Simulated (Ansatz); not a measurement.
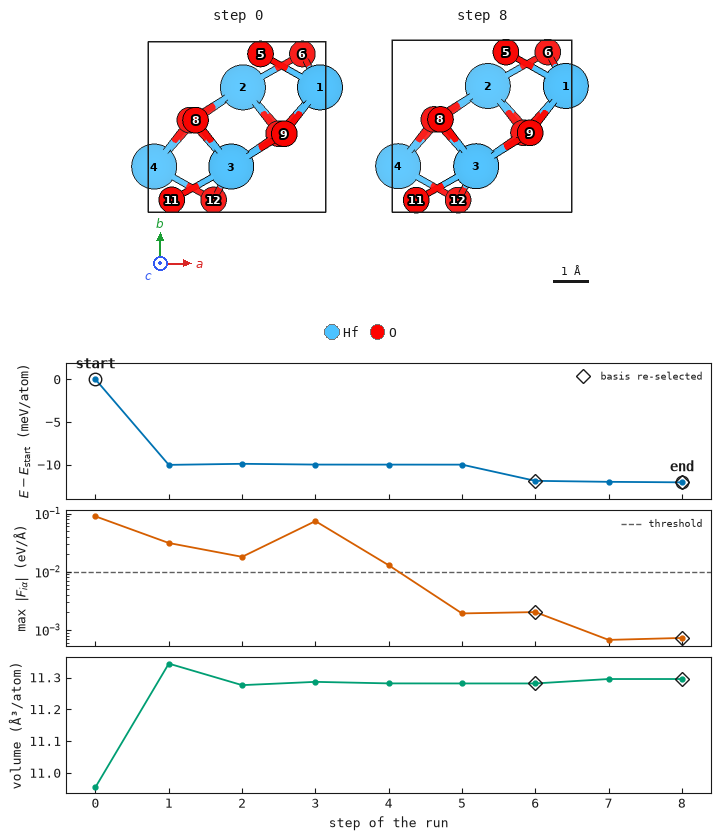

First and last geometry of a relaxation of a crystal of HfO2 (set up in Pca2_1), with the history of the run. The picture is a ball-and-stick view of the cell of the calculation, seen along the c axis.

The run lets cell and atoms move.

Level of theory: Kohn-Sham DFT of a periodic cell, PBE, Ansatz PAW (Ansatz).

Input file:
```yaml
crystal:
  lattice:
    - [5.21946336, 0.0, 0.0]
    - [0.0, 5.00476369, 0.0]
    - [0.0, 0.0, 5.03268505]
  atoms:
    - { symbol: Hf, position: [0.966994, 0.73252082, 0.74144035] }
    - { symbol: Hf, position: [0.533006, 0.73252082, 0.24144035] }
    - { symbol: Hf, position: [0.466994, 0.26747918, 0.74144035] }
    - { symbol: Hf, position: [0.033006, 0.26747918, 0.24144035] }
    - { symbol: O, position: [0.63212745, 0.9286454, 0.87926726] }
    - { symbol: O, position: [0.86787255, 0.9286454, 0.37926726] }
    - { symbol: O, position: [0.23394852, 0.53988305, 0.49229239] }
    - { symbol: O, position: [0.26605148, 0.53988305, 0.99229239] }
    - { symbol: O, position: [0.76605148, 0.46011695, 0.99229239] }
    - { symbol: O, position: [0.73394852, 0.46011695, 0.49229239] }
    - { symbol: O, position: [0.13212745, 0.0713546, 0.87926726] }
    - { symbol: O, position: [0.36787255, 0.0713546, 0.37926726] }
hamiltonian:
  xc: pbe
  pseudopotentials: { kind: paw }
kpoints:
  mp_grid: { grid: [4, 5, 4] }
scf:
  occupations: { method: fermi_dirac, width: 0.05 }
output:
  forces: true
  stress: true
  eigenvalues: true
  write_density: true
  write_potential: true
  elf: true
  volumetric_format: npy
relax:
  f_tol: 0.01
  max_steps: 40
  cell: { stress_tol: 0.05, p_target: 2.0 }
```

Command:
```bash
ansatz run input.yaml --threads 4 --pin off --max-ram 11264MiB --backend cpu --events-out ev --progress --plain --runs-dir out
```

Did the run converge, and what did it change?

Answer. It converged. After 6 accepted moves (8 points after the start) the energy has fallen by 12.1 meV per atom. With the target pressure of 2 GPa, the enthalpy E + pV changes by −7.8 meV per atom. The largest force component goes from 0.09 to 0.00073 eV/Å. The pressure goes from 9.76 to 2.01 GPa. The SCF was repeated twice at an unchanged geometry on a basis and grid sized afresh for the cell, which shifted the energy by 1.9 meV per atom at most. The largest moves relative to the cell, 0.017 Å, are those of O atoms. By element the largest moves are O 0.017 Å, Hf 0.005 Å. The drawn cell changes as follows: a 5.219 → 5.274 Å (+1.0 %), b 5.005 → 5.055 Å (+1.0 %), c 5.033 → 5.084 Å (+1.0 %); the volume changes by +3.1 %. Near-neighbour distances that change, for instance: Hf–Hf 3.497 → 3.537 Å, Hf–Hf 3.445 → 3.484 Å, Hf–Hf 3.386 → 3.424 Å, Hf–O 2.216 → 2.250 Å. The space group stays Pca2_1 (No. 29). The run took 100 s on 4 threads of AMD EPYC 7R43 64-Core Processor (Zen 3), with other jobs on the host, peak memory 0.79 GiB.

| step | E − E(0), meV/atom | largest force component, eV/Å | pressure, GPa | volume, Å³/atom | note |
| --- | --- | --- | --- | --- | --- |
| 0 | 0.00 | 0.0895 | 9.76 | 10.955 |  |
| 1 | -10.01 | 0.0312 | 0.36 | 11.344 |  |
| 2 | -9.89 | 0.0180 | 1.91 | 11.276 |  |
| 3 | -9.98 | 0.0742 | 2.02 | 11.286 |  |
| 4 | -9.98 | 0.0129 | 2.01 | 11.282 |  |
| 5 | -9.99 | 0.0019 | 2.00 | 11.281 |  |
| 6 | -11.88 | 0.0020 | 2.29 | 11.281 | same geometry, new basis |
| 7 | -12.00 | 0.0007 | 2.01 | 11.295 |  |
| 8 | -12.06 | 0.0007 | 2.01 | 11.295 | same geometry, new basis |
